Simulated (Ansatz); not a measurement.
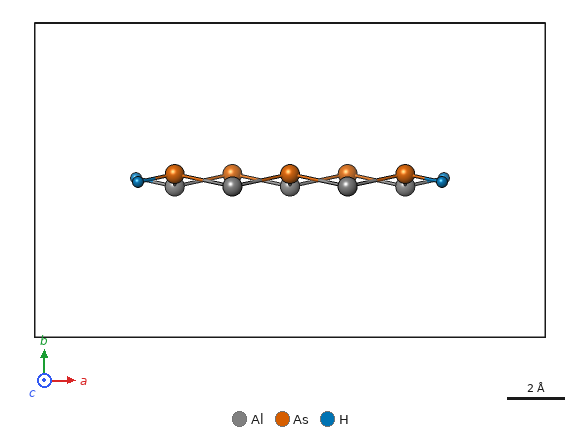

A wire of composition Al5As5H4, before the relaxation. A ball-and-stick model of the cell of the calculation, with the vacuum cut short, seen along the c axis.

Case: armchair ribbon, 5 formula units a period, edges capped with H.

These are results of DFT PBE, scalar-relativistic, plane waves, PAW in Ansatz, not measurements.

Input file:
```yaml
crystal:
  lattice:
    - [19.8, 0.0, 0.0]
    - [0.0, 9.7, 0.0]
    - [0.0, 0.0, 7.0291140696]
  atoms:
    - { symbol: Al, position: [0.7049626717, 0.4774173181, 0.3333333333] }
    - { symbol: Al, position: [0.5, 0.4774173181, 0.3333333333] }
    - { symbol: Al, position: [0.6024813359, 0.4774173181, 0.8333333333] }
    - { symbol: Al, position: [0.2950373283, 0.4774173181, 0.3333333333] }
    - { symbol: Al, position: [0.3975186641, 0.4774173181, 0.8333333333] }
    - { symbol: As, position: [0.6024813359, 0.5225826819, 0.1666666667] }
    - { symbol: As, position: [0.7049626717, 0.5225826819, 0.6666666667] }
    - { symbol: As, position: [0.3975186641, 0.5225826819, 0.1666666667] }
    - { symbol: As, position: [0.5, 0.5225826819, 0.6666666667] }
    - { symbol: As, position: [0.2950373283, 0.5225826819, 0.6666666667] }
    - { symbol: H, position: [0.7737523423, 0.5077341604, 0.2214598395] }
    - { symbol: H, position: [0.2262476577, 0.5077341604, 0.2214598395] }
    - { symbol: H, position: [0.7703128587, 0.4937816817, 0.7729464858] }
    - { symbol: H, position: [0.2296871413, 0.4937816817, 0.7729464858] }
basis:
  ecutwfc: 420
kpoints:
  mp_grid: { grid: [1, 1, 5] }
hamiltonian:
  xc: pbe
scf:
  occupations: { method: gaussian, width: 0.05 }
output:
  forces: true
  stress: true
  eigenvalues: true
  populations: true
  write_density: true
  write_potential: true
  elf: true
  volumetric_format: npy
relax:
  adjacent_minimum: "off"
  f_tol: 0.02
  max_steps: 45
  cell: { fix: [a, b, alpha, beta, gamma], stress_tol: 0.03 }
```

Command:
```bash
ansatz run input.yaml --threads 4 --pin off --max-ram 11264MiB --backend cpu --events-out ev --progress --plain --runs-dir out
```

Question: What does the optimiser find from here?

Answer: The largest moves relative to the centre of the atoms, 3.35 Å, are those of H11 and H12. Largest moves by element: H 3.35 Å, As 1.86 Å, Al 1.69 Å. Along the periodic axis the drawn cell goes c 7.029 → 6.698 Å (−4.7 %). Among the contacts that change: Al3–As7 2.384 → 2.446 Å, Al1–As6 2.384 → 2.417 Å, Al2–As6 2.384 → 2.409 Å, As10–H14 1.520 → 1.536 Å. Bond angles that change, for instance: Al1–As6–Al2 116.7° → 91.4°, Al3–As7–H13 116.7° → 91.6°, Al1–As7–H13 116.7° → 96.8°. After 26 accepted moves (28 points after the start) the energy has fallen by 1.080 eV per cell of the calculation. The largest force component goes from 0.34 to 0.017 eV/Å. The line search rejected the trial step at point 5 of the run. At 1 point the geometry stayed and the basis and grid were re-selected for the new cell (energy shift of 3.3 meV per cell of the calculation at most each time).

Final geometry:

```
Al As H
1.0
    19.80000    0.00000    0.00000
     0.00000    9.70000    0.00000
     0.00000    0.00000    6.69785
Al As H
5 5 4
Direct
  0.64170 0.44426 0.34187
  0.50000 0.65138 0.31895
  0.59232 0.59281 0.82365
  0.35830 0.44426 0.34187
  0.40768 0.59281 0.82365
  0.61075 0.65405 0.16993
  0.69104 0.48680 0.66659
  0.38925 0.65405 0.16993
  0.50000 0.71413 0.66813
  0.30896 0.48680 0.66659
  0.64041 0.29504 0.24083
  0.35959 0.29504 0.24083
  0.67403 0.34580 0.75800
  0.32597 0.34580 0.75800
```

After the run, drawn alike:

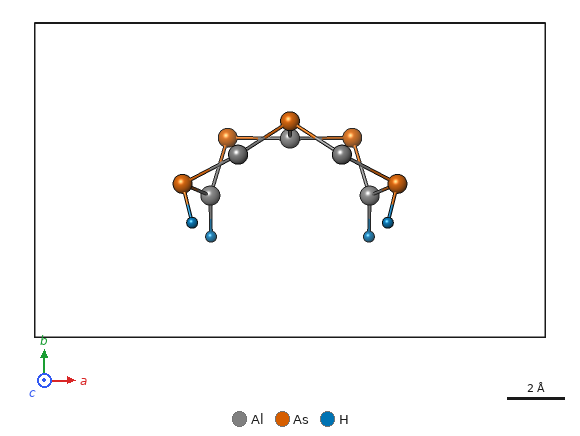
